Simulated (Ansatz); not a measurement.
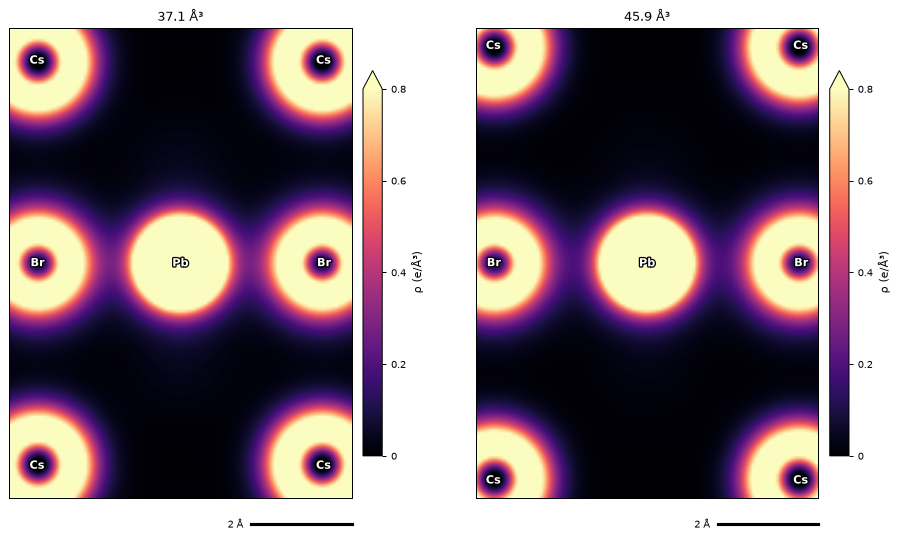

CsPbBr3. The valence electron density of cells scaled evenly to different volumes (given per atom above each panel), on the (110) plane of each (indices in the axes of the cell below), at one length scale and on one colour scale.

Started from the cubic perovskite prototype, which need not be the ambient phase.

Computed with DFT, r2SCAN, plane waves, PAW in Ansatz 0.2.0.

The density is the valence pseudo-density of a PAW calculation; it isn't the true density close to the nuclei.

The largest cell:

```
Cs Pb Br
1.0
     6.12125    0.00000    0.00000
     0.00000    6.12125    0.00000
     0.00000    0.00000    6.12125
Cs Pb Br
1 1 3
Direct
  0.00000 0.00000 0.00000
  0.50000 0.50000 0.50000
  0.50000 0.50000 0.00000
  0.50000 0.00000 0.50000
  0.00000 0.50000 0.50000
```

| volume (Å³/atom) | Pb–Br contact in the plane (Å) | ρ at its midpoint (e/Å³) | pressure (GPa) | gap on the mesh (eV) | 
| --- | --- | --- | --- | --- |
| 37.14 | 2.853 | 0.282 | 3.5 | 1.46 | 
| 41.98 | 2.971 | ? | ? | ? | 
| 45.87 | 3.061 | 0.194 | −1.5 | 2.35 | 

> What values belong in the row with question marks?

Over the known rows ln ρ falls by 1.80 per Å of Pb–Br distance (the line through the two), which gives 0.228 e/Å³ at 2.971 Å; the calculation gives 0.227 e/Å³. For the pressure, a straight line in volume between the neighbouring rows gives 0.7 GPa; the calculation gives 0.0, lower because pressure rises ever faster on compression. For the gap on the mesh, a straight line in volume between the neighbouring rows gives 1.95 eV; the calculation gives 2.04.
